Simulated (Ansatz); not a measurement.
Si$_{96}$C$_{95}$: single-point calculation (part 2 of 2)

The same run, continued: Si$_{96}$C$_{95}$ (defect cell, 191 atoms in the cell); DFT, r2SCAN, PAW, plane waves (Ansatz 0.2.0); cutoff 500 eV, 1×1×1 k-mesh, Fermi–Dirac smearing of 0.01 eV. 

### What the program printed, continued
```
--- Forces (eV/Å), atoms counted from 1 ---
  atom   1  Si     0.01097403     0.00435422     0.00498903
  atom   2  Si     0.00360432    -0.00597620     0.01034811
  atom   3  Si     0.00994472     0.00417023     0.00493402
  atom   4  Si    -0.01097091    -0.00661349     0.00059423
  atom   5  Si    -0.00195152    -0.00259838     0.00518973
  atom   6  Si     0.00892051    -0.03872258     0.02432450
  atom   7  Si    -0.00075854     0.01552897     0.00358989
  atom   8  Si     0.00269110    -0.01636667    -0.00208718
  atom   9  Si     0.00281362     0.00152398     0.00331275
  atom  10  Si     0.00248503     0.00561175     0.00197899
  atom  11  Si     0.00340002     0.01673309    -0.01321636
  atom  12  Si     0.12793673    -0.09369646     0.09990407
  atom  13  Si    -0.15785135     0.08679163    -0.09096436
  atom  14  Si     0.01853403    -0.00414923     0.00074761
  atom  15  Si     0.00745248    -0.00038122     0.00497421
  atom  16  Si     0.00470394     0.00732244     0.00020259
  atom  17  Si     0.00067871    -0.00367984    -0.02452953
  atom  18  Si     0.13981355    -0.06701976     0.09893002
  atom  19  Si    -0.01529188    -0.01123698     0.00387154
  atom  20  Si    -0.00246846     0.00268871     0.00712583
  atom  21  Si    -0.00778860    -0.01731717    -0.01447484
  atom  22  Si     0.03651320     0.01306901     0.02187329
  atom  23  Si     0.00051464    -0.00979195     0.00543635
  atom  24  Si     0.01235159     0.00521975     0.00888350
  atom  25  Si    -0.00049453    -0.00074176    -0.00230194
  atom  26  Si     0.00387659     0.00841339     0.00000402
  atom  27  Si     0.00331938    -0.00180412    -0.00263235
  atom  28  Si     0.00354936    -0.00145581    -0.00185389
  atom  29  Si     0.00570901     0.00601262     0.00267077
  atom  30  Si     0.03180727     0.01764874    -0.01387119
  atom  31  Si    -0.00451516     0.00982106    -0.00398531
  atom  32  Si    -0.01186060     0.00471687    -0.00851166
  atom  33  Si    -0.00563931    -0.00088418    -0.00145772
  atom  34  Si     0.00531704    -0.00089658    -0.00034454
  atom  35  Si     0.02746932    -0.00587900     0.02369846
  atom  36  Si    -0.09367256     0.05691556    -0.13027607
  atom  37  Si    -0.01147150     0.00486915    -0.00384267
  atom  38  Si    -0.00510489     0.00020310    -0.00369578
  atom  39  Si    -0.00218976     0.00091775    -0.00149079
  atom  40  Si     0.00635093    -0.00468356     0.00083110
  atom  41  Si     0.01775806    -0.01847981     0.02390141
  atom  42  Si     0.00046958    -0.03146733    -0.01445229
  atom  43  Si     0.00309250    -0.00077079    -0.00285675
  atom  44  Si     0.00100601     0.00366555     0.00006082
  atom  45  Si    -0.00487781    -0.00519840     0.00120268
  atom  46  Si    -0.00440311    -0.00800150    -0.00163861
  atom  47  Si     0.00204119     0.00037435    -0.00191443
  atom  48  Si    -0.00265507    -0.00157626    -0.00140359
  atom  49  Si     0.00273256     0.00116830    -0.00315223
  atom  50  Si    -0.00004399    -0.00018727    -0.00334855
  atom  51  Si    -0.00111761    -0.00076969    -0.00677403
  atom  52  Si     0.00399014    -0.00286497    -0.00253446
  atom  53  Si    -0.00307908    -0.00528839    -0.00646460
  atom  54  Si    -0.01389199     0.00084607    -0.00231525
  atom  55  Si     0.00108135     0.00716415    -0.00361527
  atom  56  Si    -0.00447424     0.02947520    -0.01816558
  atom  57  Si     0.01580752    -0.02912347    -0.01399393
  atom  58  Si    -0.04688245     0.02359712     0.01328254
  atom  59  Si    -0.00798219     0.00514779    -0.00038909
  atom  60  Si     0.00152037     0.00328854    -0.00246728
  atom  61  Si     0.00260152     0.00297295    -0.00266506
  atom  62  Si    -0.00121555     0.00382005    -0.00368198
  atom  63  Si    -0.01670211     0.00707413     0.01033324
  atom  64  Si     0.02958553    -0.00291043    -0.01512496
  atom  65  Si     0.00140860     0.00163861    -0.00630526
  atom  66  Si     0.00002497     0.00044500    -0.00361829
  atom  67  Si    -0.00734257    -0.00294458    -0.00428072
  atom  68  Si    -0.03006254    -0.01127456    -0.01410880
  atom  69  Si     0.00239527    -0.00074004    -0.00155815
  atom  70  Si     0.00067112     0.00123194    -0.00336772
  atom  71  Si    -0.00140735     0.00488365    -0.00609671
  atom  72  Si     0.00152932     0.00244436    -0.00334280
  atom  73  Si    -0.00495002     0.00176905     0.00416000
  atom  74  Si    -0.00307367     0.00320626     0.00338667
  atom  75  Si    -0.00428372     0.00156994     0.00493593
  atom  76  Si    -0.00497096     0.00050952     0.00429999
  atom  77  Si     0.00087132     0.00482218     0.00483528
  atom  78  Si     0.00307855     0.00577342    -0.00084232
  atom  79  Si    -0.00170660    -0.00363255     0.00578677
  atom  80  Si    -0.01765279    -0.00375404     0.00728275
  atom  81  Si    -0.00737694     0.00051108     0.00360099
  atom  82  Si    -0.00159436     0.00276850     0.00521998
  atom  83  Si    -0.00232119     0.00637271     0.00788757
  atom  84  Si     0.01038551     0.00093274    -0.01487319
  atom  85  Si    -0.00934089     0.00660870     0.03257757
  atom  86  Si    -0.00687798     0.01633938     0.00573033
  atom  87  Si    -0.00547749     0.00331524     0.00412424
  atom  88  Si    -0.00482664     0.00119299     0.00477618
  atom  89  Si    -0.00835238     0.00443788     0.00754872
  atom  90  Si     0.00220669    -0.01077916    -0.01661669
  atom  91  Si     0.00393794     0.00346323     0.00554636
  atom  92  Si    -0.00137159     0.00412050     0.00450245
  atom  93  Si    -0.01031130    -0.00311181     0.00867709
  atom  94  Si    -0.00369812    -0.00569603     0.00039227
  atom  95  Si     0.00096657     0.00272991     0.00456548
  atom  96  Si    -0.00413250     0.00164148     0.00291013
  atom  97  C      0.00539886    -0.00165726    -0.00435466
  atom  98  C      0.00206687    -0.00503503    -0.00510061
  atom  99  C      0.00125909     0.00048140    -0.00395599
  atom 100  C     -0.00293755     0.00192569    -0.00587827
  atom 101  C     -0.00129960    -0.00576876    -0.00591123
  atom 102  C     -0.00093702    -0.01336231    -0.00629366
  atom 103  C     -0.00989486     0.00901829    -0.00069583
  atom 104  C      0.01594827    -0.00970798     0.00325057
  atom 105  C      0.00926678    -0.00079948    -0.00351408
  atom 106  C      0.00127730    -0.00422584    -0.00539154
  atom 107  C     -0.00529450    -0.00937300    -0.01248255
  atom 108  C     -0.03809163    -0.04150055     0.00105025
  atom 109  C      0.01889266    -0.01178592    -0.02840819
  atom 110  C      0.01916570    -0.00601742     0.00402500
  atom 111  C      0.00843210    -0.00297555    -0.00286063
  atom 112  C      0.00132486    -0.00004338    -0.00500433
  atom 113  C     -0.00667343     0.00481635    -0.01312065
  atom 114  C      0.01650937     0.04989171     0.00793991
  atom 115  C     -0.01097168     0.00442290    -0.00247725
  atom 116  C     -0.00215482    -0.00206315    -0.00583606
  atom 117  C      0.00928523     0.00648822    -0.01081914
  atom 118  C      0.01178775     0.00359988    -0.00558407
  atom 119  C     -0.00054649    -0.00196796    -0.00320080
  atom 120  C      0.00784932    -0.00092676    -0.00464337
  atom 121  C     -0.00274516    -0.00263132    -0.00393129
  atom 122  C     -0.00115484     0.00117500    -0.00420818
  atom 123  C     -0.00078011     0.00135916    -0.00441685
  atom 124  C      0.00761353     0.00285813    -0.00092440
  atom 125  C      0.00038453    -0.00198091    -0.00382361
  atom 126  C      0.00157076     0.00166520    -0.00072327
  atom 127  C      0.00329111     0.00589108    -0.00551665
  atom 128  C      0.01017123     0.00672815    -0.00750835
  atom 129  C      0.00432377    -0.00078230    -0.00334674
  atom 130  C     -0.00005291    -0.00370283    -0.00254462
  atom 131  C      0.00359460    -0.01160303     0.00062916
  atom 132  C      0.00288795    -0.00494139     0.00032850
  atom 133  C      0.00817880    -0.00129492     0.07551559
  atom 134  C      0.00087614    -0.00683846    -0.00991558
  atom 135  C     -0.00178162    -0.00105989    -0.00491121
  atom 136  C      0.00088843    -0.00443400    -0.00222907
  atom 137  C      0.01681290    -0.00717038     0.00924251
  atom 138  C      0.00741008     0.00225942    -0.00001864
  atom 139  C     -0.00119033    -0.00300637    -0.00489946
  atom 140  C      0.00063188    -0.00211186    -0.00285789
  atom 141  C      0.01125864     0.00446784     0.00040864
  atom 142  C      0.00003778    -0.00292930    -0.00135385
  atom 143  C     -0.00027762    -0.00129555    -0.00422913
  atom 144  C     -0.00260444    -0.00295453    -0.00386736
  atom 145  C     -0.00943842    -0.00149533     0.00243900
  atom 146  C     -0.02532089    -0.00428630    -0.00842503
  atom 147  C     -0.01113331    -0.00408172     0.00168280
  atom 148  C      0.00417365     0.01270654     0.00836023
  atom 149  C      0.00317801     0.00524058     0.00321458
  atom 150  C     -0.08202760    -0.03242284    -0.02316828
  atom 151  C     -0.00559034     0.01393152     0.00568263
  atom 152  C     -0.00104206     0.00314823     0.00670546
  atom 153  C     -0.01070704    -0.00190983     0.00135043
  atom 154  C     -0.00794370    -0.00243097     0.00305530
  atom 155  C      0.00483154    -0.00118606     0.01206197
  atom 156  C     -0.00633192    -0.00225677     0.00186128
  atom 157  C     -0.00572845    -0.00659779     0.00897112
  atom 158  C     -0.01189721    -0.00486025    -0.00033018
  atom 159  C     -0.01313668     0.00687830     0.00794281
  atom 160  C      0.00505883    -0.00217570     0.01299237
  atom 161  C     -0.01355353     0.08757527    -0.02654045
  atom 162  C      0.00205088     0.01186470    -0.00058627
  atom 163  C     -0.00144828     0.00637547     0.00045476
  atom 164  C     -0.00165279    -0.00422728     0.00325350
  atom 165  C     -0.00669120     0.02133001    -0.00807164
  atom 166  C     -0.00019252     0.00135906     0.00088294
  atom 167  C     -0.00889338     0.00623392     0.00009081
  atom 168  C      0.00388711    -0.00059563     0.00232529
  atom 169  C      0.00387802     0.00039986     0.00174663
  atom 170  C      0.00209186    -0.00549575     0.00454682
  atom 171  C      0.00085328     0.00536103     0.00434678
  atom 172  C      0.00391936     0.00533527    -0.00033533
  atom 173  C      0.01336107    -0.00019270     0.00078420
  atom 174  C      0.00078193    -0.00637516     0.00268491
  atom 175  C      0.00018033    -0.01251586    -0.00064669
  atom 176  C     -0.00779749     0.01163755     0.00608283
  atom 177  C      0.02363654    -0.01164897     0.02281469
  atom 178  C      0.00982650    -0.00598973    -0.00078197
  atom 179  C      0.00646150    -0.00207369     0.00251751
  atom 180  C      0.00415017    -0.00270110     0.00200908
  atom 181  C      0.00387376    -0.00270979     0.00357457
  atom 182  C     -0.00297352     0.00103127    -0.00373416
  atom 183  C     -0.01380498     0.00044530     0.00596081
  atom 184  C     -0.00283667    -0.00550280    -0.00106299
  atom 185  C      0.00267148    -0.00349991     0.00203903
  atom 186  C      0.00562558     0.00026174     0.00349609
  atom 187  C      0.01139620     0.00724262     0.00219612
  atom 188  C     -0.00406296    -0.00443904     0.00322510
  atom 189  C     -0.00018521    -0.00436338     0.00191052
  atom 190  C      0.00786029    -0.00105056     0.00444853
  atom 191  C      0.00224797    -0.00366912     0.00197719
  max |Σ_I F_I| component: 9.37e-5 eV/Å
--- Band table (eV) ---
  k-point 0: bands = ["-6.6837", "-6.4388", "-6.2629", "-6.0612", "-6.0213", "-5.9466", "-5.8181", "-5.6484", "-5.5464", "-5.4573", ... 363 levels left out ..., "8.7982", "8.8567", "8.8836", "8.9238", "8.9669", "9.0182", "9.1139", "9.2563", "10.4932", "11.8863", "12.1357", "12.3460", "12.4573", "12.5448", "12.6000", "12.7037", "12.7921", "12.8787", "13.0009", "13.0611", "13.0829", "13.1261", "13.2480", "13.2631", "13.2980", "13.3253", "13.3607", "13.3919", "13.4310",
      "13.4660", "13.5159", "13.5539", "13.5853", "13.6188", "13.6648", "13.6948", "13.7163", "13.7820", "13.8310", "13.8636", "13.8942", "14.0350", "14.1416", "14.2694", "14.2992", "14.3364", "14.3664", "14.4029", "14.4730", "14.5094", "14.5453", "14.5878", "14.5973", "14.6681", "14.6836", "14.7134", "14.7316", "14.7717", "14.7826", "14.8036", "14.8152", "14.8432", "14.8594", "14.8873", "14.9264", "14.9503", "14.9709", "15.0046", "15.0333",
      "15.0783", "15.0925", "15.1626", "15.2092", "15.2839", "15.3093", "15.3283", "15.3607", "15.3995", "15.4151", "15.4441", "15.4633", "15.4912", "15.5189", "15.5663", "15.5884", "15.6231", "15.6366", "15.6652", "15.6887", "15.7078", "15.7241", "15.7439", "15.7505", "15.7764", "15.7947", "15.8378", "15.9706", "16.0032", "16.0281", "16.0451", "16.0618", "16.0755", "16.0893", "16.1039", "16.1188", "16.1299", "16.1514", "16.1693", "16.2144",
      "16.2268", "16.2508", "16.2612", "16.2741", "16.2905", "16.3099", "16.3291", "16.3546", "16.3711", "16.4290", "16.4532", "16.4675", "16.4935", "16.5164", "16.5340", "16.5695", "16.5987", "16.6708", "16.6900", "16.7243", "16.7422", "16.8039", "16.8260", "16.8371", "16.8508", "16.8812", "16.8937", "16.9142", "16.9278", "16.9466", "16.9646", "16.9736", "16.9964", "17.0128", "17.0341", "17.0423", "17.0662", "17.0908", "17.1015", "17.1201",
      "17.1326", "17.1392", "17.1531", "17.1773", "17.1841", "17.2203", "17.2551", "17.2685", "17.2879", "17.3562", "17.3879", "17.4046", "17.4270", "17.4753", "17.4909", "17.5074", "17.5200", "17.5346", "17.5530", "17.5694", "17.5912", "17.6031", "17.6132", "17.6374", "17.6494", "17.7036", "17.7176", "17.7413", "17.7675", "17.7879", "17.8064", "17.8102", "17.8329", "17.8387", "17.8529", "17.8673", "17.8807", "17.8919", "17.9004", "17.9177",
      "17.9343", "17.9372", "17.9785", "17.9936", "18.0103", "18.0290", "18.0418", "18.0498", "18.0707", "18.0806", "18.1071"]
--- Löwdin populations: 191 sites ---
  site symbol       q [e]
     0     Si      2.8814
     1     Si      2.8834
     2     Si      2.8825
     3     Si      2.8785
     4     Si      2.8809
     5     Si      2.8922
     6     Si      2.8839
     7     Si      2.8787
     8     Si      2.8793
     9     Si      2.8812
    10     Si      2.8761
    11     Si      3.2132
    12     Si      3.1804
    13     Si      2.8794
    14     Si      2.8810
    15     Si      2.8780
    16     Si      2.8731
    17     Si      3.2123
    18     Si      2.8847
    19     Si      2.8813
    20     Si      2.8760
    21     Si      2.8927
    22     Si      2.8833
    23     Si      2.8837
    24     Si      2.8957
    25     Si      2.8984
    26     Si      2.8965
    27     Si      2.8946
    28     Si      2.8962
    29     Si      2.9046
    30     Si      2.8883
    31     Si      2.8934
    32     Si      2.8959
    33     Si      2.8967
    34     Si      2.8914
    35     Si      3.2480
    36     Si      2.8881
    37     Si      2.8940
    38     Si      2.8961
    39     Si      2.8934
    40     Si      2.8902
    41     Si      2.9045
    42     Si      2.8970
    43     Si      2.8965
    44     Si      2.8955
    45     Si      2.8983
    46     Si      2.8968
    47     Si      2.8969
    48     Si      2.8961
    49     Si      2.8955
    50     Si      2.8963
    51     Si      2.8951
    52     Si      2.8947
    53     Si      2.8944
    54     Si      2.8953
    55     Si      2.8904
    56     Si      2.8966
    57     Si      2.9082
    58     Si      2.8957
    59     Si      2.8963
    60     Si      2.8955
    61     Si      2.8954
    62     Si      2.8850
    63     Si      2.8967
    64     Si      2.8954
    65     Si      2.8967
    66     Si      2.8957
    67     Si      2.8910
    68     Si      2.8952
    69     Si      2.8962
    70     Si      2.8958
    71     Si      2.8957
    72     Si      2.8802
    73     Si      2.8816
    74     Si      2.8804
    75     Si      2.8798
    76     Si      2.8810
    77     Si      2.8818
    78     Si      2.8803
    79     Si      2.8801
    80     Si      2.8800
    81     Si      2.8801
    82     Si      2.8804
    83     Si      2.8850
    84     Si      2.8743
    85     Si      2.8802
    86     Si      2.8802
    87     Si      2.8796
    88     Si      2.8759
    89     Si      2.8846
    90     Si      2.8806
    91     Si      2.8808
    92     Si      2.8799
    93     Si      2.8814
    94     Si      2.8803
    95     Si      2.8808
    96      C      5.0233
    97      C      5.0222
    98      C      5.0230
    99      C      5.0233
   100      C      5.0227
   101      C      5.0216
   102      C      5.0245
   103      C      5.0243
   104      C      5.0230
   105      C      5.0223
   106      C      5.0209
   107      C      4.9870
   108      C      5.0240
   109      C      5.0251
   110      C      5.0240
   111      C      5.0232
   112      C      5.0259
   113      C      4.9879
   114      C      5.0246
   115      C      5.0232
   116      C      5.0222
   117      C      5.0218
   118      C      5.0231
   119      C      5.0224
   120      C      5.0228
   121      C      5.0221
   122      C      5.0232
   123      C      5.0235
   124      C      5.0227
   125      C      5.0221
   126      C      5.0242
   127      C      5.0232
   128      C      5.0233
   129      C      5.0237
   130      C      5.0248
   131      C      5.0202
   132      C      4.9774
   133      C      5.0225
   134      C      5.0221
   135      C      5.0239
   136      C      5.0242
   137      C      5.0196
   138      C      5.0239
   139      C      5.0223
   140      C      5.0241
   141      C      5.0222
   142      C      5.0232
   143      C      5.0225
   144      C      5.0350
   145      C      5.0255
   146      C      5.0334
   147      C      5.0354
   148      C      5.0336
   149      C      4.9876
   150      C      5.0227
   151      C      5.0373
   152      C      5.0343
   153      C      5.0355
   154      C      5.0257
   155      C      5.0229
   156      C      5.0348
   157      C      5.0328
   158      C      5.0381
   159      C      5.0258
   160      C      4.9868
   161      C      5.0323
   162      C      5.0334
   163      C      5.0342
   164      C      5.0253
   165      C      5.0339
   166      C      5.0325
   167      C      5.0344
   168      C      5.0351
   169      C      5.0332
   170      C      5.0348
   171      C      5.0355
   172      C      5.0356
   173      C      5.0353
   174      C      5.0315
   175      C      5.0337
   176      C      5.0315
   177      C      5.0350
   178      C      5.0345
   179      C      5.0354
   180      C      5.0363
   181      C      5.0395
   182      C      5.0338
   183      C      5.0348
   184      C      5.0339
   185      C      5.0360
   186      C      5.0315
   187      C      5.0349
   188      C      5.0347
   189      C      5.0336
   190      C      5.0350
  spilling = 0.010420 (of n_electrons = 764.000000)
```

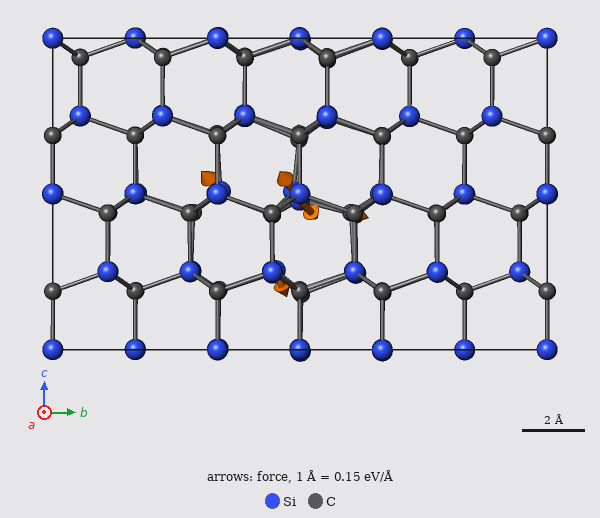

*Forces on the atoms as orange arrows (ball-and-stick view of the cell of the calculation, along the a axis); the smallest are left out.*

The largest act on Si13 (0.20 eV/Å); Si12 (0.19 eV/Å); Si18 (0.18 eV/Å); Si36 (0.17 eV/Å), among others. Atoms are counted from 1 in the order of the input and aren't labelled in the picture. 

### Summary

```csv
quantity,value
outcome,converged
electrons treated,764
free energy,−85311.3856 eV
Fermi energy,11.190 eV
largest force (length of the vector),0.202 eV/Å
hardware,"1 × NVIDIA GB300 Max-Q, 32 threads of Arm Neoverse-V2, 180 GiB of memory available, shared host"
wall time,9.9 s (CPU time 39 s)
peak memory,5.2 GiB
```

### Notes

The k-point mesh is coarse for a cell of this size, so the results may not be converged.
